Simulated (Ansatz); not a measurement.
Consider C19O (slab).

The calculation's input:

```
crystal:
  lattice:
    - [4.2694602813, 0.0, 0.0]
    - [-2.1347301407, 3.6974610641, 0.0]
    - [0.0, 0.0, 26.8941729792]
  atoms:
    - { symbol: C, position: [0.6666666667, 0.3333333333, 0.3160535929] }
    - { symbol: C, position: [0.0, 0.0, 0.3160535929] }
    - { symbol: C, position: [0.3333333333, 0.6666666667, 0.3160535929] }
    - { symbol: C, position: [0.3333333333, 0.3333333333, 0.3160535929] }
    - { symbol: C, position: [0.6666666667, 0.0, 0.3160535929] }
    - { symbol: C, position: [0.0, 0.6666666667, 0.3160535929] }
    - { symbol: C, position: [0.6666666667, 0.3333333333, 0.4414371284] }
    - { symbol: C, position: [0.0, 0.0, 0.4414371284] }
    - { symbol: C, position: [0.3333333333, 0.6666666667, 0.4414371284] }
    - { symbol: C, position: [0.6666666667, 0.6666666667, 0.4414371284] }
    - { symbol: C, position: [0.0, 0.3333333333, 0.4414371284] }
    - { symbol: C, position: [0.3333333333, 0.0, 0.4414371284] }
    - { symbol: C, position: [0.6666666667, 0.3333333333, 0.5668206638] }
    - { symbol: C, position: [0.0, 0.0, 0.5668206638] }
    - { symbol: C, position: [0.3333333333, 0.6666666667, 0.5668206638] }
    - { symbol: C, position: [0.3333333333, 0.3333333333, 0.5668206638] }
    - { symbol: C, position: [0.6666666667, 0.0, 0.5668206638] }
    - { symbol: C, position: [0.0, 0.6666666667, 0.5668206638] }
    - { symbol: C, position: [0.6666666667, 0.3333333333, 0.6255694493] }
    - { symbol: O, position: [0.6666666667, 0.3333333333, 0.6683296413] }
basis:
  ecutwfc: 420
kpoints:
  mp_grid: { grid: [9, 9, 1] }
hamiltonian:
  xc: pbe
  dispersion: d3bj
scf:
  occupations: { method: gaussian, width: 0.1 }
output:
  forces: true
  eigenvalues: true
  write_density: true
  write_potential: true
  elf: true
  volumetric_format: npy
relax:
  adjacent_minimum: "off"
  f_tol: 0.03
  max_steps: 70
  constraints: [{ sites: [0, 1, 2, 3, 4, 5] }]
efield:
  axis: 3
  dipole_correction: true
```

Launched as:

```sh
ansatz run input.yaml --threads 2 --pin off --max-ram 5120MiB --backend cpu --events-out ev --progress --plain --runs-dir out
```

The fields are those of the relaxed geometry.

Computed with Ansatz, DFT PBE+D3(BJ), scalar-relativistic, plane waves, PAW.

> What can the converged valence pseudo-density and electron localisation function tell about the bonding?

C–O (1.14 Å): ρ is about 4.1 e/Å³ halfway; the ELF peaks at about 0.85 between the atoms.
C–C (1.42 Å): ρ at the midpoint is about 2 e/Å³; the ELF peaks at about 0.95 between the atoms.

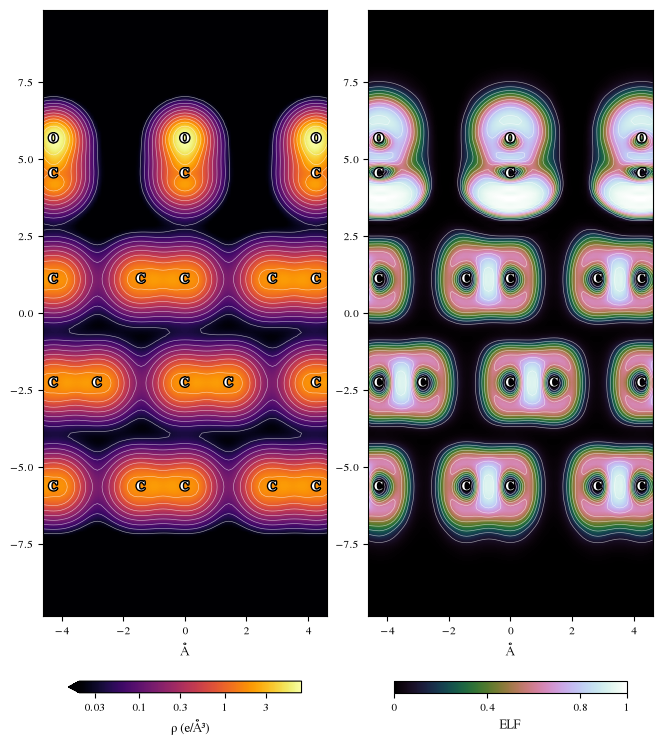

Computed valence pseudo-density and electron localisation function on the (100) plane of the calculation cell, a cut from vacuum to vacuum, in this order. 

Core electrons are frozen (PAW), and the valence fields are smoothed inside the atomic spheres.
